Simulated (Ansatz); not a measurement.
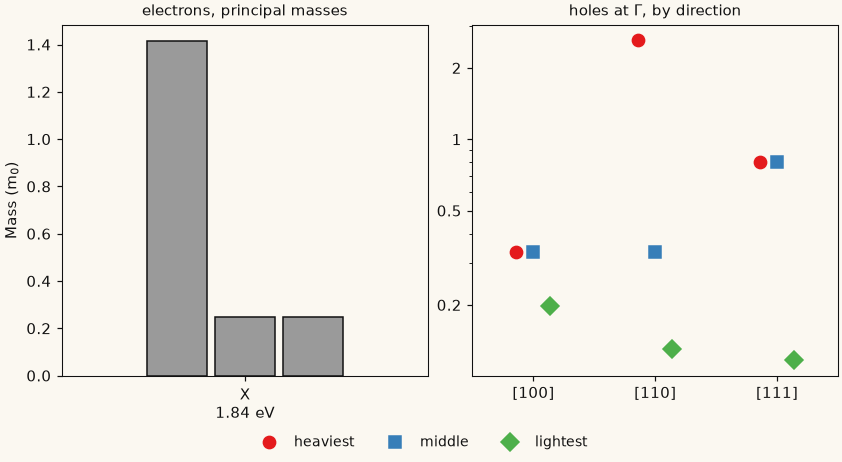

Effective masses at the band extrema of zincblende BeTe, space group F-43m, 2 atoms in the primitive cell, in a cell relaxed beforehand (cubic a = 5.606 Å), in units of the free-electron mass, from finite differences of the levels. Left, the three principal masses of each conduction valley, with its energy above the valence top; right, the masses of the bands that meet at the valence top.

Computed with Ansatz 0.2.0: PBEsol, Ansatz PAW set, no spin polarisation, no spin-orbit coupling, 8×8×8 k mesh, 420 eV cutoff, fixed occupations.

What are the masses of the lowest valley?

Answer. It lies at X, 1.84 eV above the valence top, with one mass of 1.41 and two of 0.248. Its 3 equivalent valleys give a density-of-states mass N^(2/3) (m1 m2 m3)^(1/3) = 0.922, and averaged over them a conductivity mass 3/(1/m1 + 1/m2 + 1/m3) = 0.342.

How do the hole masses depend on direction?

Answer. Along [100] 0.335, 0.335 and 0.198; along [110] 2.61, 0.335 and 0.131; along [111] 0.8, 0.8 and 0.118.

Spin-orbit coupling is left out, which matters for Te. The PAW data sets were made with another functional. LDA, GGA and most meta-GGA functionals understate gaps. Without spin-orbit coupling the bands that meet at the top aren't the heavy and light holes of experiment. An understated gap makes light masses too light.
